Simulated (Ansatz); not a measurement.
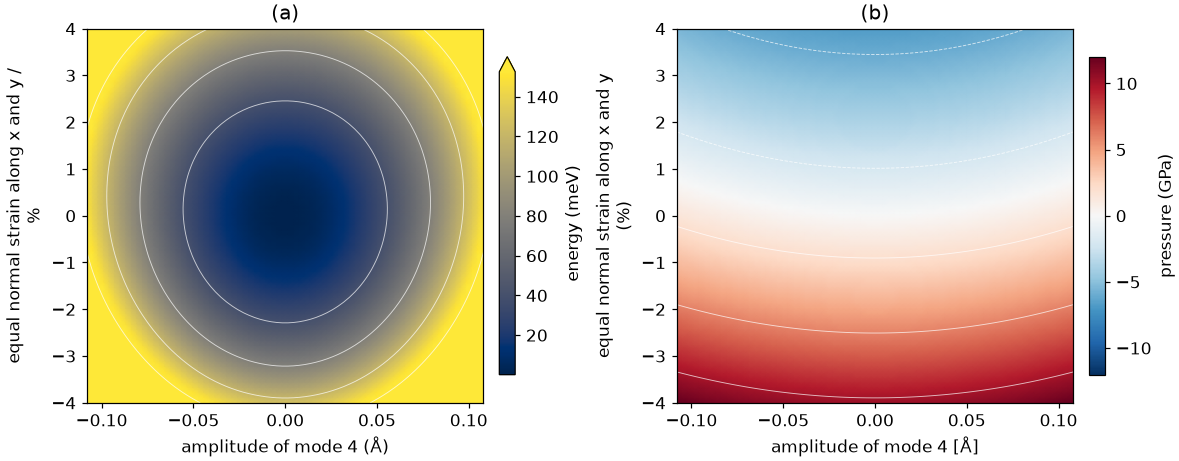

Al2Cu (Fm-3m, No. 225; 3 atoms in the cell). The energy is mapped over a normal mode and a strain (zone-centre modes of the 3-atom cell of this scan). Coordinates scanned: (1) amplitude of mode 4 (265 cm⁻¹), largest displacement in the unstrained cell; (2) equal normal strain along x and y. Nothing is relaxed (the pattern is fixed in fractional coordinates). The grid has 7 × 7 points; 28 points were computed and 21 follow by symmetry. Points are written as (first, second). Energies are in meV per cell, from the lowest grid point. All numbers below come from DFT PBEsol, scalar-relativistic, plane waves, PAW in Ansatz 0.2.0. Settings: cutoff 520 eV, k-mesh 14×14×14, gaussian smearing 0.15 eV, no spin polarisation.

Panel (a) is the energy; panel (b) is the computed pressure, in GPa.

In the figure: a smooth colour map with a few white contour lines, one colour for all values above the top of the scale. Between grid points the surface is interpolated.

How does the pressure vary over the map, and what is it at the lowest grid point?

Answer. It runs from −6.8 GPa at (0.000 Å, 4.00 %) to 12.0 GPa at (−0.108 Å, −4.00 %). At the lowest grid point, (0.000 Å, 0.00 %), it is 0.0 GPa.

| second ↓, first → | −0.108 | −0.072 | −0.036 | 0.000 | 0.036 | 0.072 | 0.108 |
| --- | --- | --- | --- | --- | --- | --- | --- |
| 4.00 | −5.5 | −6.2 | −6.6 | −6.8 | −6.6 | −6.2 | −5.5 |
| 2.67 | −3.5 | −4.2 | −4.7 | −4.8 | −4.7 | −4.2 | −3.5 |
| 1.33 | −1.2 | −1.9 | −2.4 | −2.6 | −2.4 | −1.9 | −1.2 |
| 0.00 | 1.5 | 0.7 | 0.2 | 0.0 | 0.2 | 0.7 | 1.5 |
| −1.33 | 4.6 | 3.7 | 3.2 | 3.0 | 3.2 | 3.7 | 4.6 |
| −2.67 | 8.1 | 7.2 | 6.6 | 6.4 | 6.6 | 7.2 | 8.1 |
| −4.00 | 12.0 | 11.1 | 10.5 | 10.3 | 10.5 | 11.1 | 12.0 |

PAW datasets: the set soft_1.
